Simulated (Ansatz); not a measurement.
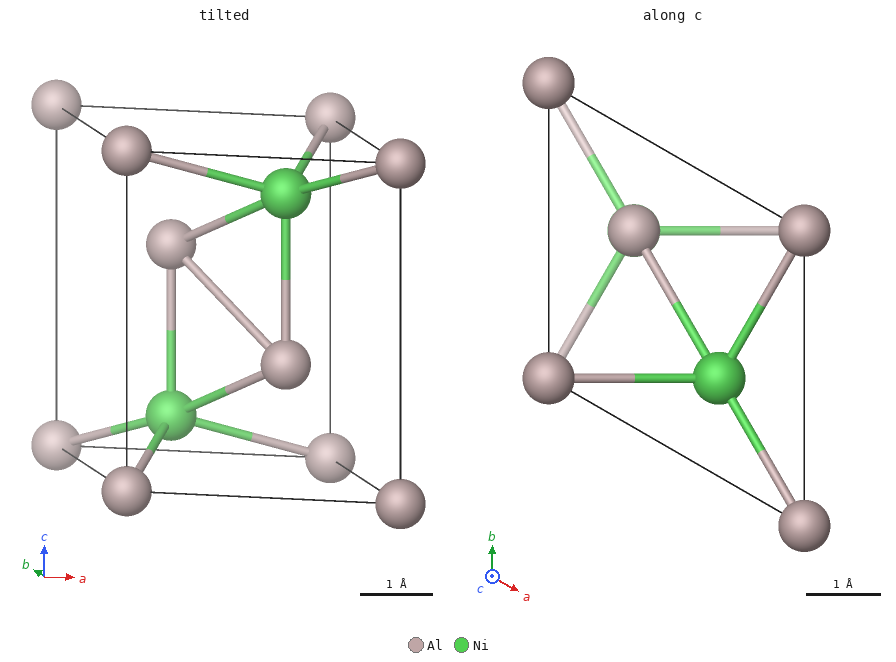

View slightly off an axis and along the c axis, drawn as a ball-and-stick model. The frame is the conventional unit cell; atoms at its boundary are shown with their periodic copies. Cell: a = 4.00 Å, b = 4.00 Å, c = 4.86 Å, α = 90.00°, β = 90.00°, γ = 120.00°.

The structure was taken from a structure listed in the Materials Project. Earlier steps of the study may have refined or changed the cell and positions. Ansatz was used for an electronic-structure calculation on it.

State composition, symmetry and coordination.

Answer. The formula is Al3Ni2. Its lattice is primitive hexagonal, its space group P-3m1 (No. 164). Atoms per cell: 5 (3 Al, 2 Ni). The numbers of neighbours within bonding distance are Al 6 to 8 (mean 7.3) and Ni 11.

All computed values are from Ansatz 0.2.0, DFT PBEsol, scalar-relativistic, plane waves, PAW. Settings: plane waves to 420 eV, a 12×12×8 mesh of k-points, Gaussian smearing of 0.1 eV, no spin polarisation (a spin-restricted run, not always the ground state).

How large a gap does the method give, if there is one?

Answer. A metal: bands cross the Fermi level.

What are the atomic charges by Bader's partition?

Answer. Al +1.57 to +1.71 e; Ni -2.42 e.

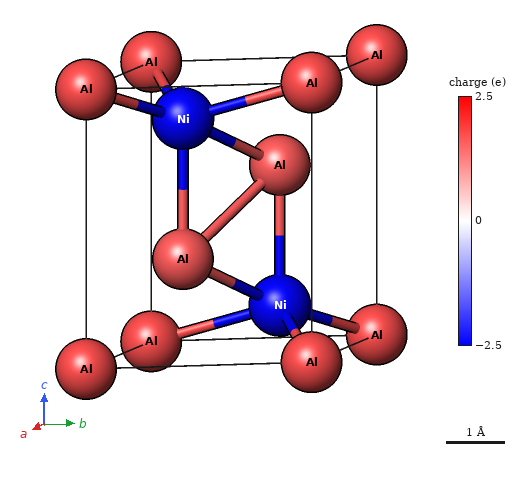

The atoms coloured by those charges. The run's cell of 5 atoms is drawn.

Is this an equilibrium geometry for the method given?

Answer. Yes. All forces vanish to within 0.01 eV/Å. The pressure is 0.0 GPa, close to zero.
